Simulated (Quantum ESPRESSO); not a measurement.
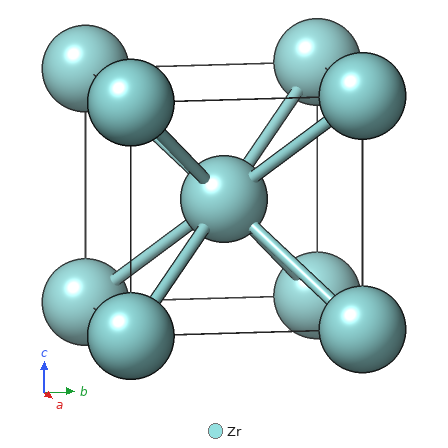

System: Zr, space group Im-3m (No. 229). The picture shows the conventional cell.

Input of the run:
```
&CONTROL
  calculation = 'scf'
  prefix = 'pwscf'
  outdir = './tmp'
  pseudo_dir = './pseudo'
  tprnfor = .true.
  tstress = .true.
  disk_io = 'nowf'
/
&SYSTEM
  ibrav = 0
  nat = 1
  ntyp = 1
  ecutwfc = 55
  ecutrho = 440
  nbnd = 12
  occupations = 'smearing'
  smearing = 'fd'
  degauss = 0.00367493
/
&ELECTRONS
  conv_thr = 2d-10
  electron_maxstep = 120
  mixing_beta = 0.5
/
ATOMIC_SPECIES
Zr    91.2240 Zr_pbe_v1.uspp.F.UPF
CELL_PARAMETERS angstrom
  -1.8100000000    1.8100000000    1.8100000000
   1.8100000000   -1.8100000000    1.8100000000
   1.8100000000    1.8100000000   -1.8100000000
ATOMIC_POSITIONS crystal
Zr     0.0000000000    0.0000000000    0.0000000000
K_POINTS automatic
10 10 10 0 0 0
```

Launched with:
```bash
OMP_NUM_THREADS=1 pw.x -in pw.in > pw.out
```

Calculation (Quantum ESPRESSO 7.5): plane-wave DFT, no spin polarisation; energies at scaled volumes of the given cell, shape and fractions fixed, counted from the fit's minimum, third-order Birch-Murnaghan fit. Level: PBE.

k mesh 10×10×10; occupations Fermi–Dirac; smearing width 0.05 eV; potentials SSSP 1.3 efficiency PBE; wave cutoff 748.3 eV; density cutoff 5987 eV.

What does the calculation give for the energy against volume? The volume takes the values 22.30, 22.77, 23.24, 23.72, 24.19, 24.67, 25.14 Å³/atom.

A third-order Birch–Murnaghan fit gives V0 = 22.73 Å³/atom, B0 = 84.2 GPa. The energy is 2.22 meV/atom at volume 22.30 Å³/atom and 58.99 meV/atom at 25.14 Å³/atom; the lowest computed point is at volume 22.77 Å³/atom (0.00 meV/atom), and no other minimum shows.

| volume (Å³/atom) | energy (meV/atom) |
| --- | --- |
| 22.30 | 2.22 |
| 22.77 | 0.00 |
| 23.24 | 3.01 |
| 23.72 | 10.77 |
| 24.19 | 22.88 |
| 24.67 | 39.05 |
| 25.14 | 58.99 |

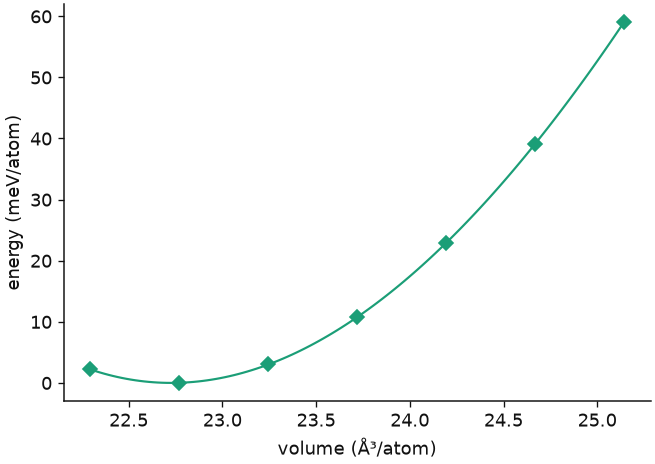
